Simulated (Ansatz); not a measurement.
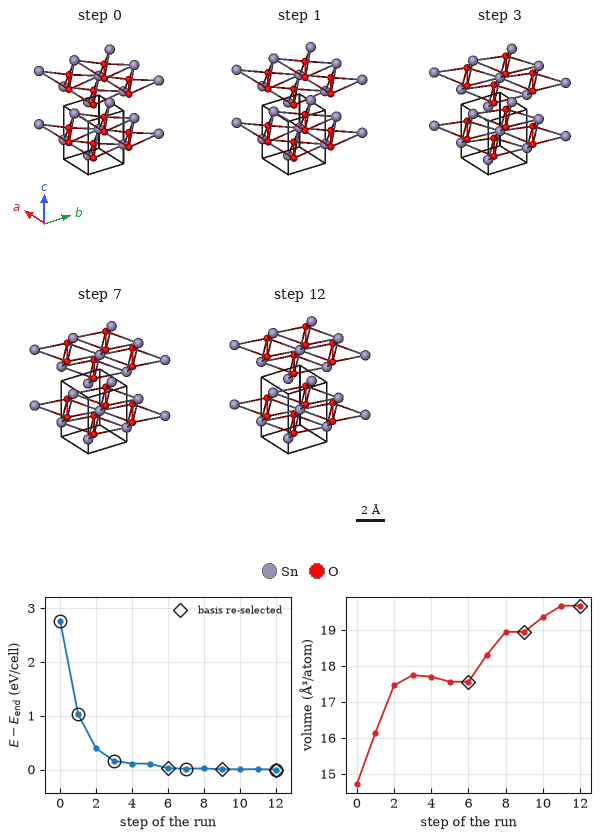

Frames of a relaxation of a crystal of SnO$_{2}$ (a generated structure, set up in P4mm) (coarse preliminary run), marked on the history of the run. The picture is a ball-and-stick view of the cell of the calculation, repeated 2 × 2 × 2 with one cell outlined, seen from a free direction.

These are results of Ansatz 0.2.0, DFT PBE, scalar-relativistic, plane waves, PAW, not measurements. (plane-wave cutoff 420 eV; k-point mesh 6 × 6 × 4; occupations gaussian; smearing width 0.1 eV; no spin polarisation; cell and atoms relaxed; force threshold 0.04 eV/Å; at most 70 steps)

**Describe the path.**

The Sn atom moves most relative to the cell: 0.53 Å along −c. By element the largest moves are Sn 0.53 Å, O 0.34 Å. The volume changes by +33.8 %, with a = b 3.177 → 3.472 Å (+9.3 %), c 4.370 → 4.896 Å (+12.0 %). Near-neighbour distances that change, for instance: O–Sn 2.249 → 2.570 Å, O–O 1.217 → 1.518 Å, O–Sn 2.605 → 2.570 Å. Bond angles that change, for instance: Sn–O–Sn 174.9° → 145.6°, O–Sn–O 174.9° → 145.6°, Sn–O–O 92.6° → 72.8°. The space group (tolerance 0.01 Å) goes from P4mm (No. 99) to P4/mmm (No. 123). Over 9 accepted moves (12 points after the start) the energy falls by 2.770 eV per cell of the calculation. Largest force component: 13 eV/Å at the start, 0.028 eV/Å at the end. Pressure: 43.79 GPa at the start and 0.07 GPa at the end. The SCF was repeated 3 times at an unchanged geometry on a basis and grid sized afresh for the cell, which shifted the energy by 84.1 meV per cell of the calculation at most. From step 0 to 1: an O atom moves most (0.07 Å), volume +9.8 %, energy −1.740 eV per cell of the calculation. From step 1 to 3: the Sn atom moves most (0.37 Å), volume +9.9 %, energy −0.870 eV per cell of the calculation. From step 3 to 7: the Sn atom moves most (0.10 Å), volume +3.2 %, energy −0.145 eV per cell of the calculation. From step 7 to 12: O atoms move most (0.05 Å), volume +7.4 %, energy −16.0 meV per cell of the calculation.

```tsv
step	E − E(0), meV/atom	largest force component, eV/Å	pressure, GPa	volume, Å³/atom	note
0	0.00	12.8371	43.79	14.708	
1	-579.84	5.4821	15.71	16.145	
2	-792.49	2.4920	2.22	17.457	
3	-869.68	0.6062	-2.08	17.744	
4	-886.28	0.1734	0.07	17.700	
5	-887.56	0.0351	0.11	17.560	
6	-915.61	0.0340	2.09	17.560	same geometry, new basis
7	-918.07	0.0618	0.72	18.316	
8	-916.75	0.0219	-0.02	18.945	
9	-922.12	0.0391	0.05	18.945	same geometry, new basis
10	-921.86	0.0100	0.07	19.356	
11	-921.13	0.0187	0.05	19.673	
12	-923.40	0.0276	0.07	19.673	same geometry, new basis
```
